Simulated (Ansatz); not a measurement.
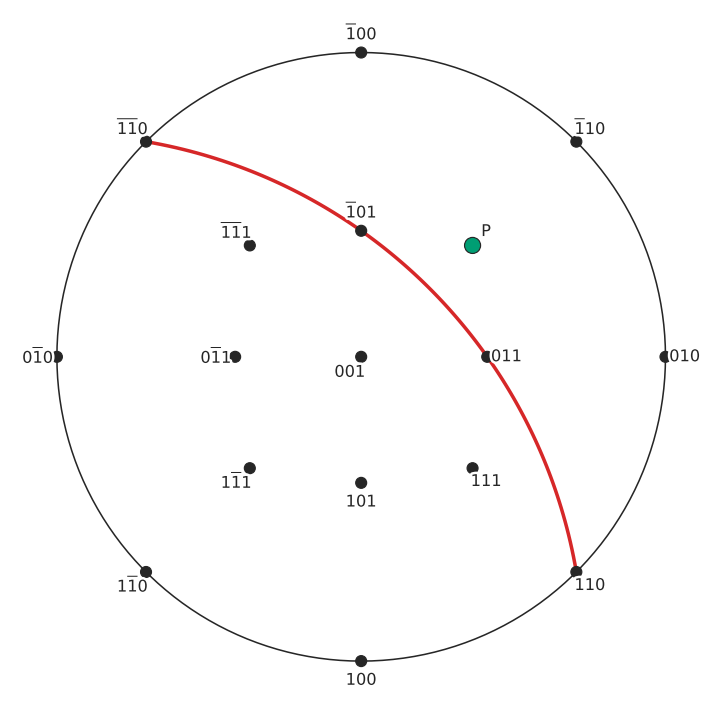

Crystal: Co, coordinates from a relaxation with Ansatz 0.2.0, DFT, m-r2SCAN, plane waves (500 eV) with PAW, scalar-relativistic; the starting structure was generated, so it need not be a known form of this composition. Stereographic projection of plane normals (upper hemisphere) centred on (0 0 1). Symmetry computed with spglib at a tolerance of 0.002 Å; standard conventional cell.

a = 4.403 Å, b = 4.403 Å, c = 4.403 Å, α = 90.00°, β = 90.00°, γ = 90.00°.

Index the pole marked P.

P is (−1 1 1), 54.7° from the centre.

Which zone does the coloured great circle trace?

The zone [1 −1 1]: its poles satisfy h − k + l = 0.

What is the angle between the normals of (0 −1 0) and (0 1 0), and what are their d_hkl = 1/|g|?

180.0°; d = 4.403 Å and 4.403 Å.
